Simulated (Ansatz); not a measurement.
Pt$_{16}$H: geometry relaxation (part 3 of 3)

The same run, continued: Pt$_{16}$H (slab, 17 atoms in the cell); DFT PBE, scalar-relativistic, plane waves, PAW, no spin polarisation (Ansatz 0.2.0); cutoff 420 eV, 6×6×1 k-mesh, Gaussian smearing of 0.1 eV. The structure derives from an entry of the Crystallography Open Database. The input holds or restrains some coordinates.

Trajectory as extended XYZ (Å, eV, eV/Å), 4 frames, from step=1 to step=4:
```
17
Lattice="5.6146 0.0000 0.0000 -2.8073 4.8624 0.0000 0.0000 0.0000 25.8764" Properties=species:S:1:pos:R:3:forces:R:3 step=1 energy=-200379.52680
Pt    1.4036    0.8104    8.5000   -0.0454  -0.0262  -0.0930
Pt    0.0000    3.2416    8.5000    0.0000   0.0000  -0.0296
Pt    4.2109    0.8104    8.5000    0.0454  -0.0262  -0.0930
Pt    2.8073    3.2416    8.5000    0.0000   0.0524  -0.0930
Pt    2.8073    1.6208   10.7921    0.0000   0.0000  -0.2911
Pt    1.4036    4.0520   10.7921    0.0027   0.0016   0.0975
Pt    0.0000    1.6208   10.7921    0.0000  -0.0031   0.0975
Pt   -1.4036    4.0520   10.7921   -0.0027   0.0016   0.0975
Pt   -1.4036    2.4312   13.0560    0.0189   0.0109   0.0306
Pt    0.0000    0.0000   13.0560    0.0000   0.0000   0.0198
Pt    1.4036    2.4312   13.0560   -0.0189   0.0109   0.0306
Pt    2.8073    0.0000   13.0560    0.0000  -0.0218   0.0306
Pt    0.0000    3.2416   15.3556    0.0000   0.0000   2.1600
Pt    1.4036    0.8104   15.3556    0.0318   0.0184  -0.1023
Pt    2.8073    3.2416   15.3556    0.0000  -0.0368  -0.1023
Pt    4.2109    0.8104   15.3556   -0.0318   0.0184  -0.1023
H     0.0000    3.2416   17.0356    0.0000   0.0000  -1.6579
17
Lattice="5.6146 0.0000 0.0000 -2.8073 4.8624 0.0000 0.0000 0.0000 25.8764" Properties=species:S:1:pos:R:3:forces:R:3 step=2 energy=-200379.65929
Pt    1.4036    0.8104    8.5000   -0.0492  -0.0284  -0.0989
Pt    0.0000    3.2416    8.5000    0.0000   0.0000  -0.0287
Pt    4.2109    0.8104    8.5000    0.0492  -0.0284  -0.0989
Pt    2.8073    3.2416    8.5000    0.0000   0.0568  -0.0989
Pt    2.8073    1.6208   10.7921    0.0000   0.0000  -0.1293
Pt    1.4036    4.0520   10.7921   -0.0193  -0.0112   0.2352
Pt    0.0000    1.6208   10.7921    0.0000   0.0223   0.2352
Pt   -1.4036    4.0520   10.7921    0.0193  -0.0112   0.2352
Pt   -1.3934    2.4371   13.0861    0.0172   0.0099  -0.0575
Pt    0.0000    0.0000   13.0620    0.0000   0.0000  -0.0869
Pt    1.3934    2.4371   13.0861   -0.0172   0.0099  -0.0575
Pt    2.8073   -0.0118   13.0861    0.0000  -0.0199  -0.0575
Pt    0.0000    3.2416   15.5344    0.0000   0.0000  -0.8670
Pt    1.4062    0.8119   15.3521    0.0078   0.0045   0.0693
Pt    2.8073    3.2386   15.3521    0.0000  -0.0090   0.0693
Pt    4.2084    0.8119   15.3521   -0.0078   0.0045   0.0693
H     0.0000    3.2416   17.0520    0.0000   0.0000   0.6685
17
Lattice="5.6146 0.0000 0.0000 -2.8073 4.8624 0.0000 0.0000 0.0000 25.8764" Properties=species:S:1:pos:R:3:forces:R:3 step=3 energy=-200379.67693
Pt    1.4036    0.8104    8.5000   -0.0491  -0.0283  -0.0971
Pt    0.0000    3.2416    8.5000    0.0000   0.0000  -0.0252
Pt    4.2109    0.8104    8.5000    0.0491  -0.0283  -0.0971
Pt    2.8073    3.2416    8.5000    0.0000   0.0567  -0.0971
Pt    2.8073    1.6208   10.7921    0.0000   0.0000  -0.2033
Pt    1.4036    4.0520   10.7921   -0.0168  -0.0097   0.1591
Pt    0.0000    1.6208   10.7921    0.0000   0.0194   0.1591
Pt   -1.4036    4.0520   10.7921    0.0168  -0.0097   0.1591
Pt   -1.3949    2.4362   13.0725   -0.0188  -0.0108  -0.0010
Pt    0.0000    0.0000   13.0527    0.0000   0.0000   0.0215
Pt    1.3949    2.4362   13.0725    0.0188  -0.0108  -0.0010
Pt    2.8073   -0.0101   13.0725    0.0000   0.0217  -0.0010
Pt    0.0000    3.2416   15.4693    0.0000   0.0000   0.0273
Pt    1.4066    0.8121   15.3505   -0.0046  -0.0026  -0.0095
Pt    2.8073    3.2381   15.3505    0.0000   0.0053  -0.0095
Pt    4.2080    0.8121   15.3505    0.0046  -0.0026  -0.0095
H     0.0000    3.2416   17.0208    0.0000   0.0000   0.0252
17
Lattice="5.6146 0.0000 0.0000 -2.8073 4.8624 0.0000 0.0000 0.0000 25.8764" Properties=species:S:1:pos:R:3:forces:R:3 step=4 energy=-200379.67695
Pt    1.4036    0.8104    8.5000   -0.0491  -0.0284  -0.0970
Pt    0.0000    3.2416    8.5000    0.0000   0.0000  -0.0249
Pt    4.2109    0.8104    8.5000    0.0491  -0.0284  -0.0970
Pt    2.8073    3.2416    8.5000    0.0000   0.0567  -0.0970
Pt    2.8073    1.6208   10.7921    0.0000   0.0000  -0.2036
Pt    1.4036    4.0520   10.7921   -0.0167  -0.0097   0.1588
Pt    0.0000    1.6208   10.7921    0.0000   0.0193   0.1588
Pt   -1.4036    4.0520   10.7921    0.0167  -0.0097   0.1588
Pt   -1.3949    2.4362   13.0725   -0.0188  -0.0108  -0.0008
Pt    0.0000    0.0000   13.0527    0.0000   0.0000   0.0217
Pt    1.3949    2.4362   13.0725    0.0188  -0.0108  -0.0008
Pt    2.8073   -0.0101   13.0725    0.0000   0.0217  -0.0008
Pt    0.0000    3.2416   15.4693    0.0000   0.0000   0.0279
Pt    1.4066    0.8121   15.3505   -0.0045  -0.0026  -0.0099
Pt    2.8073    3.2381   15.3505    0.0000   0.0053  -0.0099
Pt    4.2080    0.8121   15.3505    0.0045  -0.0026  -0.0099
H     0.0000    3.2416   17.0208    0.0000   0.0000   0.0254
```

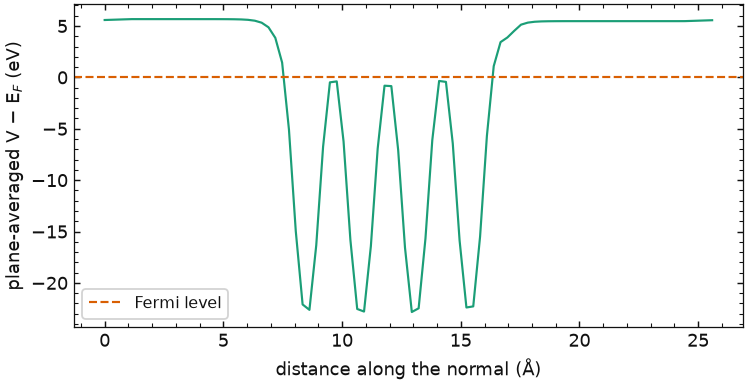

**Figure 1.** Plane average of the electrostatic potential energy of an electron across the cell, from the Fermi level. The vacuum level lies 5.47 eV above the Fermi level on the upper side and 5.67 eV on the lower.

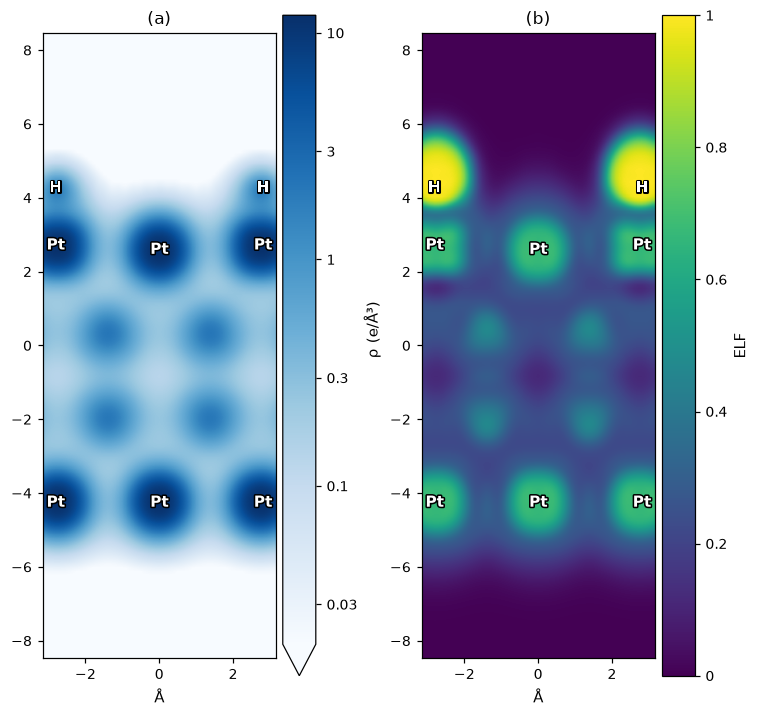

**Figure 2.** (a) valence pseudo-density; (b) electron localisation function on the (100) plane of the calculation cell, a cut from vacuum to vacuum. The section cuts through Pt and H sites. Pt–H (1.55 Å): the density is about 2.4 e/Å³ at the midpoint, with its minimum of 1.2 e/Å³ about 1.1 Å from Pt; the ELF climbs to about 1 towards the hydrogen, as it does in any bond to H. Pt–Pt (2.81 Å): ρ is about 0.36 e/Å³ halfway; the ELF is about 0.30 at the midpoint; no localised pair between them. Pt–Pt (2.81 Å): ρ is about 0.36 e/Å³ halfway; the ELF is about 0.30 at the midpoint (no localised pair between them). The density dies away to nearly zero in the vacuum. The strong features right at Pt lie inside the PAW spheres (semicore, d or f shells) and say nothing about bonding. In a PAW calculation such maps are meaningful between the atoms, not at the nuclei.

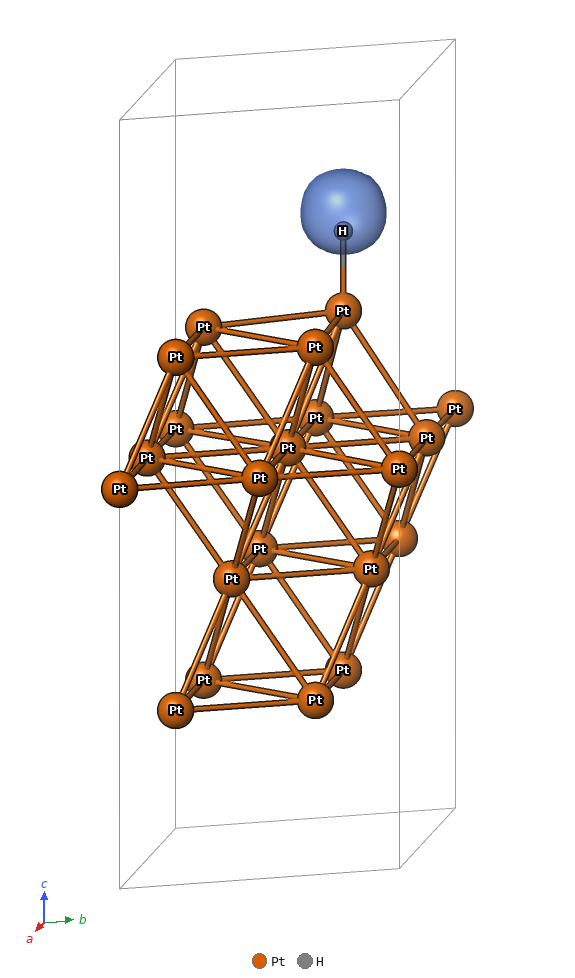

**Figure 3.** Isosurface of the ELF at 0.75 (blue), seen slightly off an axis. Only the valence region is drawn (cores and ρ < 0.01 e/Å³ removed). Sticks mark near contacts. Counts are for one cell; the picture repeats the cell along the surface.  Values along the shortest contacts: Pt–H (1.55 Å): the ELF climbs to about 1 towards the hydrogen. Pt–Pt (2.78 Å): the ELF is about 0.30 at the midpoint; no shared electron pair.

This output came from the following input.

The input:
```yaml
crystal:
  lattice:
    - [5.6145890043, 0.0, 0.0]
    - [-2.8072945021, 4.8623767095, 0.0]
    - [0.0, 0.0, 25.876439088]
  atoms:
    - { symbol: Pt, position: [0.3333333333, 0.1666666667, 0.3284841462] }
    - { symbol: Pt, position: [0.3333333333, 0.6666666667, 0.3284841462] }
    - { symbol: Pt, position: [0.8333333333, 0.1666666667, 0.3284841462] }
    - { symbol: Pt, position: [0.8333333333, 0.6666666667, 0.3284841462] }
    - { symbol: Pt, position: [0.6666666667, 0.3333333333, 0.4170645863] }
    - { symbol: Pt, position: [0.6666666667, 0.8333333333, 0.4170645863] }
    - { symbol: Pt, position: [0.1666666667, 0.3333333333, 0.4170645863] }
    - { symbol: Pt, position: [0.1666666667, 0.8333333333, 0.4170645863] }
    - { symbol: Pt, position: [0.0, 0.5, 0.5045507055] }
    - { symbol: Pt, position: [0.0, 0.0, 0.5045507055] }
    - { symbol: Pt, position: [0.5, 0.5, 0.5045507055] }
    - { symbol: Pt, position: [0.5, 0.0, 0.5045507055] }
    - { symbol: Pt, position: [0.3333333333, 0.6666666667, 0.5934219993] }
    - { symbol: Pt, position: [0.3333333333, 0.1666666667, 0.5934219993] }
    - { symbol: Pt, position: [0.8333333333, 0.6666666667, 0.5934219993] }
    - { symbol: Pt, position: [0.8333333333, 0.1666666667, 0.5934219993] }
    - { symbol: H, position: [0.3333333333, 0.6666666667, 0.6583459247] }
basis:
  ecutwfc: 420
kpoints:
  mp_grid: { grid: [6, 6, 1] }
hamiltonian:
  xc: pbe
scf:
  occupations: { method: gaussian, width: 0.1 }
output:
  forces: true
  eigenvalues: true
  write_density: true
  write_potential: true
  elf: true
  volumetric_format: npy
relax:
  adjacent_minimum: "off"
  f_tol: 0.03
  max_steps: 70
  constraints: [{ sites: [0, 1, 2, 3, 4, 5, 6, 7] }]
efield:
  axis: 3
  dipole_correction: true
```

Launched with:
```bash
ansatz run input.yaml --threads 4 --pin off --max-ram 10240MiB --backend cpu --events-out ev --progress --plain --runs-dir out
```

Results in brief:

- outcome: converged under the restraints of the input
- electrons treated: 289
- free energy: −200379.6769 eV
- work function, top face: 5.47 eV
- work function, bottom face: 5.67 eV
- Fermi energy: 4.296 eV
- gap on the k-point mesh: none (metallic)
- final volume: 706.43 Å³
- work function (upper face): 5.47 eV
- largest force (length of the vector) at the end, held atoms and coordinates included: 0.204 eV/Å
- hardware: 4 threads of Arm Neoverse V2, 24 GiB of memory available, shared host
- wall time: 1.9 min (CPU time 7.4 min)
- peak memory: 2.6 GiB

Remarks:

Spin–orbit coupling is left out, which matters for Pt.
